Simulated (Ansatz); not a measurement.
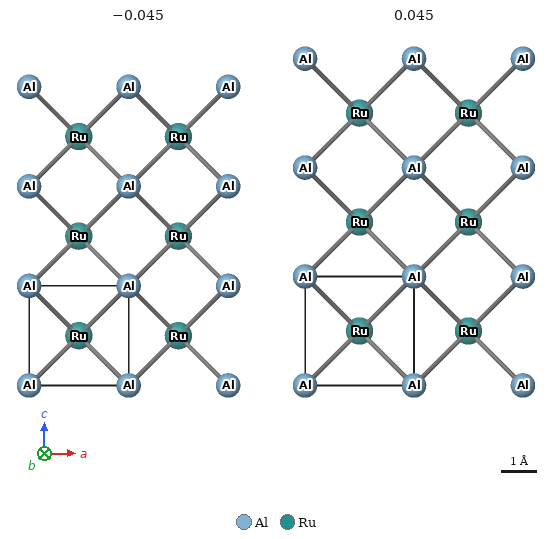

Solid AlRu (set up in Pm-3m), under equal strain along all axes (cell held, atoms fixed by symmetry), with energies (extrapolated to zero smearing) counted from the relaxed crystal, which is the row at zero. The picture shows the first and the last member. A ball-and-stick model of the cell of the calculation, repeated 2 × 1 × 3 with one cell outlined, seen along the b axis.

Computed with Ansatz 0.2.0: DFT PBE, scalar-relativistic, plane waves, PAW. (plane-wave cutoff 420 eV; k-point mesh 14 × 14 × 14; occupations gaussian; smearing width 0.1 eV; no spin polarisation)

```json
{"strain": "−0.045", "energy (meV/atom)": "182.49", "a (Å)": "2.869"}
{"strain": "−0.03", "energy (meV/atom)": "76.74", "a (Å)": "2.914"}
{"strain": "−0.015", "energy (meV/atom)": "18.07", "a (Å)": "2.959"}
{"strain": "0.0", "energy (meV/atom)": "0.00", "a (Å)": "3.004"}
{"strain": "0.015", "energy (meV/atom)": "16.82", "a (Å)": "3.049"}
{"strain": "0.03", "energy (meV/atom)": "?", "a (Å)": "?"}
{"strain": "0.045", "energy (meV/atom)": "135.58", "a (Å)": "3.139"}
```

### Fill in the missing row.

A parabola through three neighbouring rows (0.0, 0.015, 0.045) gives, with Lagrange weights, (−0.3333)(0.00) + (1.0000)(16.82) + (0.3333)(135.58) = 62.01 meV/atom. The calculation gives 63.50 meV/atom (a = 3.094 Å). The estimate is 1.49 meV/atom too low. From the first member to the last: Ru–Ru 2.869 → 3.139 Å, Al–Ru 2.485 → 2.719 Å.

The whole series:

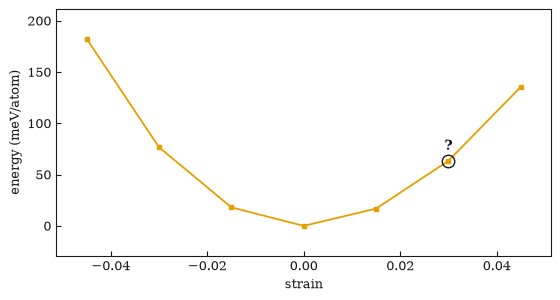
